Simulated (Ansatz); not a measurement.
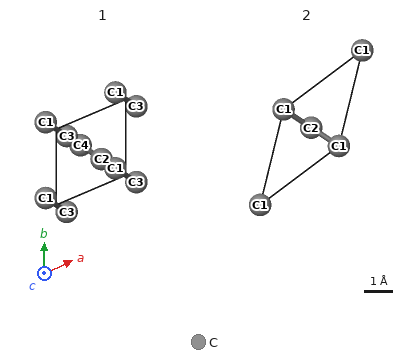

Two geometries of solid C (built on the iodine_64 type) (coarse preliminary run), drawn at one scale. One is the start of a relaxation, the other its converged end. Style: ball-and-stick. Shown: the cell of the calculation, along the c axis.

All numbers below come from DFT r2SCAN, scalar-relativistic, plane waves, PAW (Ansatz 0.2.0). (plane-wave cutoff 500 eV; k-point mesh 6 × 6 × 4; occupations gaussian; smearing width 0.1 eV; no spin polarisation; cell and atoms relaxed; force threshold 0.04 eV/Å; at most 70 steps)

Q: Which of the two is the end point?

A: Structure 2 is the relaxed one. Case: iodine type (Cmce, No. 64). After 16 accepted moves (18 points after the start) the energy has fallen by 4589 meV per atom. Largest force component: 2.3 eV/Å at the start, 0.0048 eV/Å at the end. The pressure goes from −36.48 to −0.11 GPa. The SCF was repeated twice at an unchanged geometry on a basis and grid sized afresh for the cell, which shifted the energy by 16.0 meV per atom at most. The largest moves relative to the cell, 0.43 Å, are those of C1, C2, C3 and C4. C3 goes along [−3 3 −1]. Cell: a = b 2.807 → 3.642 Å (+29.7 %), c 6.314 → 4.256 Å (−32.6 %), γ 66.9° → 39.4°. Volume −21.7 %. Among the contacts that change: C1–C4 2.284 → 1.418 Å, C1–C3 1.745 → 1.421 Å. New bonds form: C1–C4 (2.28 → 1.42 Å), C2–C3 (2.28 → 1.42 Å). The space group (tolerance 0.01 Å) goes from Cmce (No. 64) to Fmmm (No. 69). The run took of the order of 28 core-seconds on a shared host.
